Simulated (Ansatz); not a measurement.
**MoS₂: density, localisation and related maps**

```xyz
12
Lattice="2.9507 0.0000 0.0000 -1.4753 2.5554 0.0000 0.0000 0.0000 21.3557" Properties=species:S:1:pos:R:3 pbc="T T T"
Mo    0.0000    1.7036    2.6695
Mo    0.0000    1.7036   13.3473
Mo    1.4754    0.8518    8.0084
Mo    1.4754    0.8518   18.6863
S     1.4754    0.8518    1.0973
S     1.4754    0.8518   11.7751
S     0.0000    1.7036    6.4362
S     0.0000    1.7036   17.1143
S     1.4754    0.8518    4.2415
S     1.4754    0.8518   14.9195
S     0.0000    1.7036    9.5806
S     0.0000    1.7036   20.2585
```

Space group P6₃/mmc; a structure from a database of computed crystals, not necessarily the ambient phase; computed pressure about 30 GPa in this cell.

All numbers below come from Ansatz 0.2.0, Kohn-Sham DFT of a periodic cell, LDA, Ansatz PAW.

In a PAW calculation such maps are meaningful between the atoms, not at the nuclei.

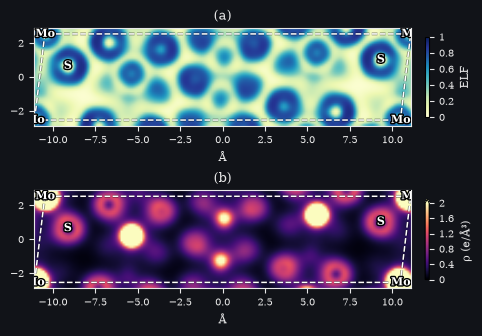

Figure 1. (a) ELF; (b) valence pseudo-density on the (111) plane of the calculation cell.

Q: Read the bonding off the picture.

A: The section cuts through Mo and S sites.
Atoms just off the plane (Mo, 0.4 Å away and S, 0.3 Å away) can leave unmarked features too.
Mo–S (2.32 Å): ρ is about 0.7 e/Å³ halfway; the ELF peaks at about 0.80 in the valence shell of S, 0.8 Å from its nucleus, and is about 0.45 at the midpoint.
Between the atoms the lowest density in this plane is 0.05 e/Å³.
The features right at Mo lie inside the PAW spheres, where the map follows smoothed inner orbitals and isn't to be read closely.

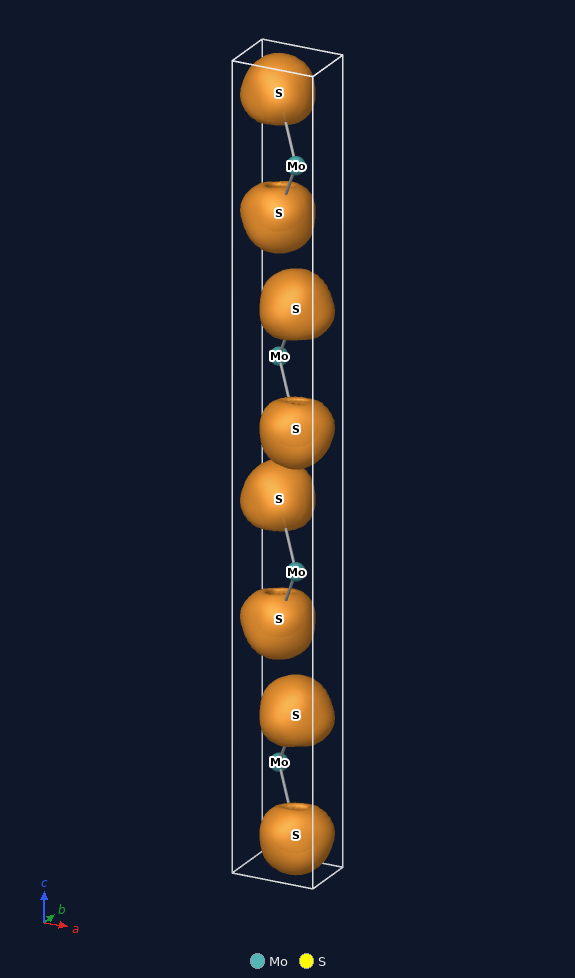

Figure 2. Isosurface of the electron localisation function at 0.75 (orange), seen slightly off an axis. Only the valence region is drawn (cores and ρ < 0.01 e/Å³ removed). Sticks mark near contacts.

Q: Describe the localisation domains.

A: At this value the surface marks out eight regions wrapped around S (the valence shell of each), counted in one cell of 12 atoms. Any copies at cell faces, edges or corners count once.

Q: Does the calculation make it a metal, or give it a gap?

A: It is gapless in this calculation (a metal or semimetal); semilocal functionals without U, or without the true magnetic order, often close the gap of such compounds.
